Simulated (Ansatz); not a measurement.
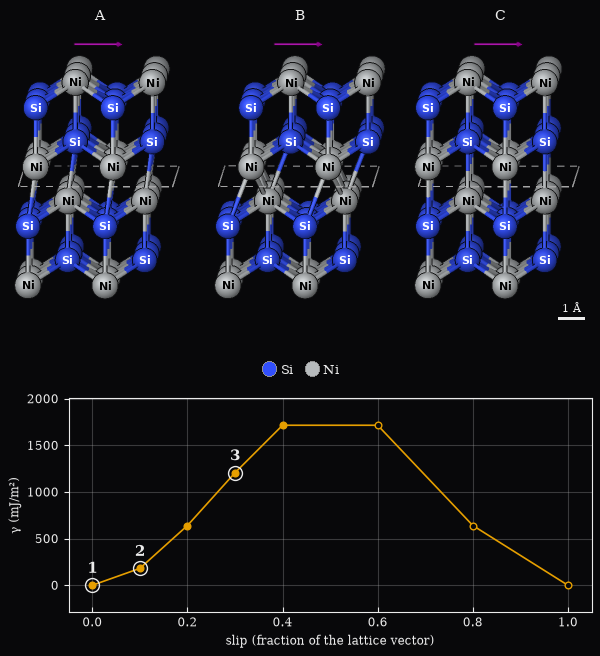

Energy scan for crystalline SiNi (Pmmn), in which the crystal above a cut along the (0 0 1) plane of the conventional cell (between a plane of Ni below and one of Ni above, 1.48 Å apart) is slid rigidly by fractions of an in-plane lattice vector 3.06 Å long (a generalised stacking fault). One cut stands in each cell, which starts 14.1 Å high; nothing is relaxed, and the dashed outline marks the cut, the arrow on top the direction of slip. The frames are shuffled; the numbered points of the plot belong to them. Hollow markers are points alike by symmetry, not computed again. A ball-and-stick model of the layers on both sides of the cut, seen from the side, nearly along the cut plane.

Method: DFT PBE, scalar-relativistic, plane waves, PAW in Ansatz 0.2.0. (plane-wave cutoff 420 eV; k-point mesh 15 × 14 × 4; occupations gaussian; smearing width 0.15 eV; no spin polarisation). Energies (free energies at the smearing named) are counted from the relaxed crystal.

> Which frame belongs to which numbered point?

Point 1 is frame C (the slip 0.00, 0 mJ/m²); 2 is frame A (the slip 0.10, 181 mJ/m²); 3 is frame B (the slip 0.30, 1207 mJ/m²). The curve starts and ends at zero, since a full lattice vector restores the crystal. Its highest computed point is 1716 mJ/m² at slip 0.40 and 0.60. The points are too sparse to place its extrema closely. Relaxation across the fault would lower the values.

Limits of the set-up: an element that often carries a moment was run without spin polarisation.
